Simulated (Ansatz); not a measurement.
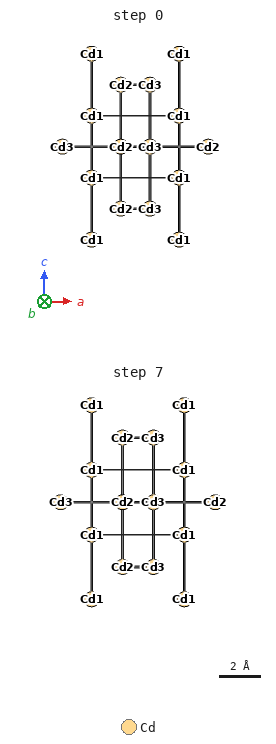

The structure of solid Cd (a generated structure, set up in P6/mmm) before (top) and after (bottom) a relaxation, at one scale.

Style: ball-and-stick. Shown: the cell of the calculation, along the b axis.

Phase: omega (AlB2-type).

All numbers below come from DFT, RPBE, plane waves (420 eV) with PAW, scalar-relativistic in Ansatz 0.2.0. (plane-wave cutoff 420 eV; k-point mesh 7 × 7 × 10; occupations fermi dirac; smearing width 0.1 eV; no spin polarisation; cell and atoms relaxed; force threshold 0.01 eV/Å; at most 60 steps)

### Summarise the run.

Over 5 accepted moves (7 points after the start) the energy falls by 69.1 meV per atom. All forces vanish by symmetry, so only the cell relaxes. The pressure goes from 7.10 to 0.00 GPa. At 2 points the geometry stayed and the basis and grid were re-selected for the new cell (energy shift of 1.1 meV per atom at most each time). The atoms keep their places relative to the cell (all moves are under 0.005 Å). The volume changes by +17.4 %, with a = b 4.959 → 5.259 Å (+6.0 %), c 3.040 → 3.174 Å (+4.4 %). Near-neighbour distances that change, for instance: Cd2–Cd3 2.863 → 3.036 Å, Cd1–Cd1 3.040 → 3.174 Å. The space group stays P6/mmm (No. 191).
